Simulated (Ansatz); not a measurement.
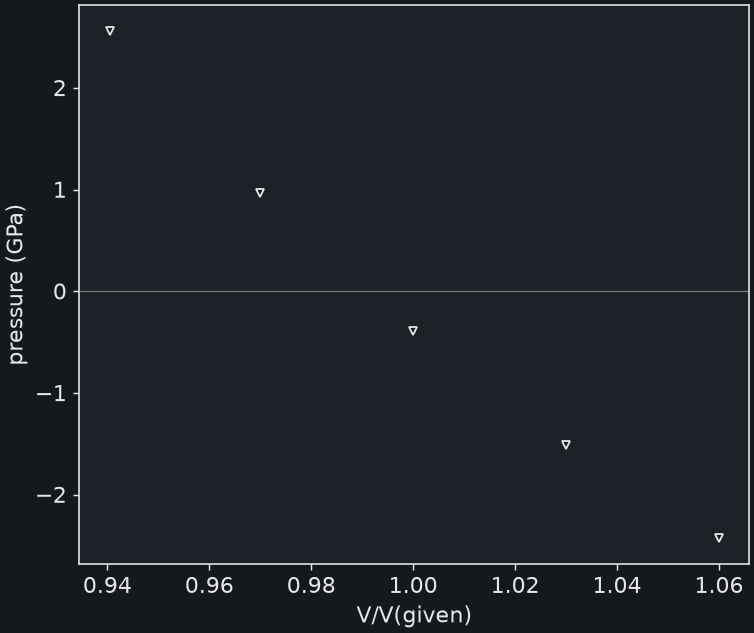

Plotted: pressure against V/V(given) for In, space group I4/mmm (No. 139).

Structure:
```yaml
crystal:
  lattice:
    - [-1.62974, 1.62974, 2.49290]
    - [1.62974, -1.62974, 2.49290]
    - [1.62974, 1.62974, -2.49290]
  atoms:
    - { symbol: In, position: [0.00000, 0.00000, 0.00000] }
```

How it was computed, with Ansatz 0.2.0: periodic Kohn-Sham DFT of a crystal at fixed atoms, scaled to the stated factor times the given cell; pressure positive in compression. Level: r2SCAN.

method frozen-core PAW; relativity scalar; k mesh 14×14×14; occupations Fermi–Dirac; smearing width 0.03 eV; wave cutoff 500 eV; PAW set soft_2.

V(given) is 26.48 Å³/atom.

From this curve and the settings, what does the calculation give for the largest field gradient Vzz at the same points?

The largest field gradient Vzz falls from 2.893 1e21 V/m² at V/V(given) 0.941 to 2.669 1e21 V/m² at 1.060.

```
V/V(given)  largest field gradient Vzz (1e21 V/m²)
     0.941                                   2.893
     0.970                                   2.884
     1.000                                   2.854
     1.030                                   2.779
     1.060                                   2.669
```

Limits of the calculation: PAW files made with PBE; field gradient without spin-orbit coupling on heavy atoms; no gap: field gradients move with the k mesh; shape and atomic fractions are frozen while scaling, which makes layered, chain and framework solids too stiff.
